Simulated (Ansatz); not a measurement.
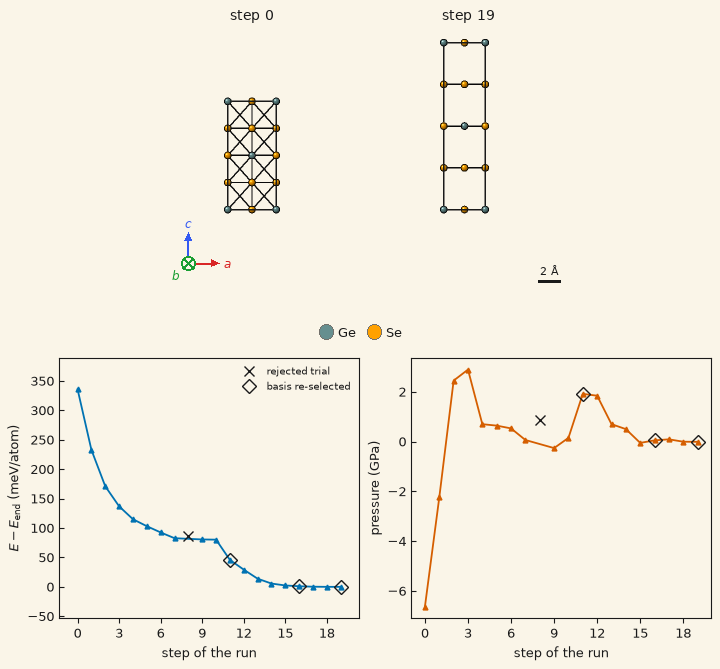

First and last geometry of a relaxation of crystalline GeSe₃ (built on the TiAl3 (D0_22)_139 type) (coarse preliminary run), with the history of the run. Style: ball-and-stick. Shown: the conventional cell (2 times the calculation's cell), along the b axis. Lengths and directions refer to the drawn axes.

Case: TiAl3 (D0_22) type (I4/mmm, No. 139).

All numbers below come from Ansatz, DFT PBE, scalar-relativistic, plane waves, PAW. (plane-wave cutoff 420 eV; k-point mesh 6 × 6 × 6; occupations gaussian; smearing width 0.1 eV; no spin polarisation; cell and atoms relaxed; force threshold 0.04 eV/Å; at most 70 steps)

**What do the curves and the structures tell?**

It converged. Over 15 accepted moves (19 points after the start) the energy falls by 336 meV per atom. All forces vanish by symmetry, so only the cell relaxes. Pressure: −6.63 GPa at the start and −0.01 GPa at the end. The line search rejected the trial step at point 8 of the run. At 3 points the geometry stayed and the basis and grid were re-selected for the new cell (energy shift of 34.5 meV per atom at most each time). The atoms keep their places relative to the cell (all moves are under 0.005 Å). The drawn cell changes as follows: a = b 4.421 → 3.787 Å (−14.4 %), c 9.876 → 15.234 Å (+54.3 %); the volume changes by +13.1 %. Among the contacts that change: Se–Se 3.314 → 4.253 Å, Ge–Se 3.314 → 4.253 Å, Se–Se 3.126 → 2.677 Å, Ge–Se 3.126 → 2.677 Å. The space group stays I4/mmm (No. 139). The run took 2.9 min on 1 thread of Arm Neoverse V1 (shared host), peak memory 0.53 GiB.

| step | E − E(0), meV/atom | pressure, GPa | volume, Å³/atom | note |
| --- | --- | --- | --- | --- |
| 0 | 0.00 | -6.63 | 24.131 |  |
| 1 | -103.02 | -2.24 | 21.782 |  |
| 2 | -164.83 | 2.45 | 20.444 |  |
| 3 | -198.88 | 2.89 | 20.620 |  |
| 4 | -220.79 | 0.70 | 21.582 |  |
| 5 | -232.63 | 0.64 | 22.053 |  |
| 6 | -243.24 | 0.53 | 22.547 |  |
| 7 | -253.04 | 0.06 | 23.026 |  |
| 8 | -250.03 | 0.88 | 23.118 | rejected |
| 9 | -255.15 | -0.26 | 23.227 |  |
| 10 | -255.52 | 0.15 | 23.164 |  |
| 11 | -289.98 | 1.92 | 23.164 | same geometry, new basis |
| 12 | -306.47 | 1.84 | 23.688 |  |
| 13 | -321.85 | 0.70 | 24.736 |  |
| 14 | -330.12 | 0.50 | 25.552 |  |
| 15 | -333.38 | -0.05 | 26.533 |  |
| 16 | -334.69 | 0.05 | 26.533 | same geometry, new basis |
| 17 | -335.49 | 0.09 | 26.924 |  |
| 18 | -335.71 | 0.00 | 27.303 |  |
| 19 | -335.76 | -0.01 | 27.303 | same geometry, new basis |
